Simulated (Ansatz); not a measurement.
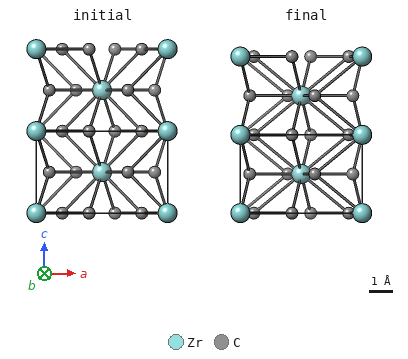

The structure of solid ZrC4 (a generated structure, set up in I4/m) (coarse preliminary run) before (left) and after (right) a relaxation, at one scale.

A ball-and-stick model of the conventional cell (2 times the calculation's cell), repeated 1 × 1 × 2 with one cell outlined, seen along the b axis. Lengths and directions refer to the drawn axes.

These are results of DFT PBE, scalar-relativistic, plane waves, PAW in Ansatz 0.2.0, not measurements. (plane-wave cutoff 420 eV; k-point mesh 6 × 6 × 6; occupations gaussian; smearing width 0.1 eV; no spin polarisation; cell and atoms relaxed; force threshold 0.04 eV/Å; at most 70 steps)

Q: Describe what moved and what it gained.

A: The largest moves relative to the cell, 0.48 Å, are those of C atoms. Zr stays in place. The volume changes by −17.7 %, with a = b 5.774 → 5.360 Å (−7.2 %), c 3.608 → 3.445 Å (−4.5 %). Near-neighbour distances that change, for instance: C–C 2.543 → 1.441 Å, C–C 2.547 → 2.001 Å, C–Zr 2.584 → 2.345 Å, Zr–Zr 3.608 → 3.445 Å. New bonds form, among them: C–C (2.54 → 1.44 Å). Among the angles between lasting bonds that change: Zr–C–Zr 88.9° → 78.0°, Zr–C–Zr 119.8° → 109.7°. The space group stays I4/m (No. 87). The energy falls by 5.808 eV per cell of the calculation in 10 accepted moves (11 points after the start). The largest force component goes from 0.55 to 0.028 eV/Å. Pressure: −27.49 GPa at the start and −0.03 GPa at the end. At 1 point the geometry stayed and the basis and grid were re-selected for the new cell (energy shift of 9.4 meV per cell of the calculation at most each time). Cost: 28 s on 1 thread of Arm Neoverse V2 (shared host), peak memory 0.34 GiB.
